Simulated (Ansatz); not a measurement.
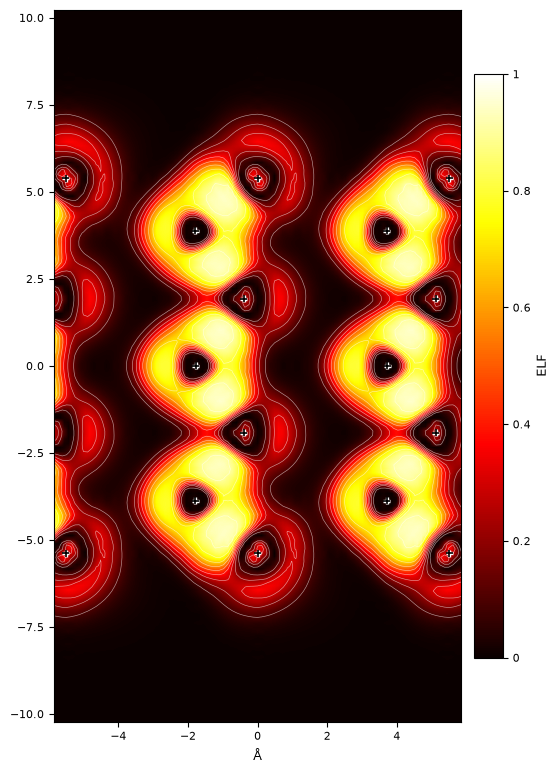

The ELF on a plane through atoms (crosses mark nuclei in the plane).

The calculation used Ansatz 0.2.0, DFT PBE, scalar-relativistic, plane waves, PAW.

Candidates:
A. AlP (slab), a = 3.89 Å, b = 5.51 Å, c = 26.68 Å, α = 90.00°, β = 90.00°, γ = 90.00°. 
B. GaAs, a = 8.13 Å, b = 8.13 Å, c = 8.13 Å, α = 60.00°, β = 60.00°, γ = 60.00°. Space group F-43m.
C. GaP, a = 5.51 Å, b = 5.51 Å, c = 5.51 Å, α = 90.00°, β = 90.00°, γ = 90.00°. Space group F-43m.

Question: Which system is this?

Answer: Candidate A: AlP on the (100) plane of the calculation cell, a cut from vacuum to vacuum, which holds Al and P. Al–P (2.34 Å): the ELF peaks at about 0.95 between the atoms: a covalent bond. Al–P (2.38 Å): the ELF peaks at about 0.95 between the atoms; a covalent bond.
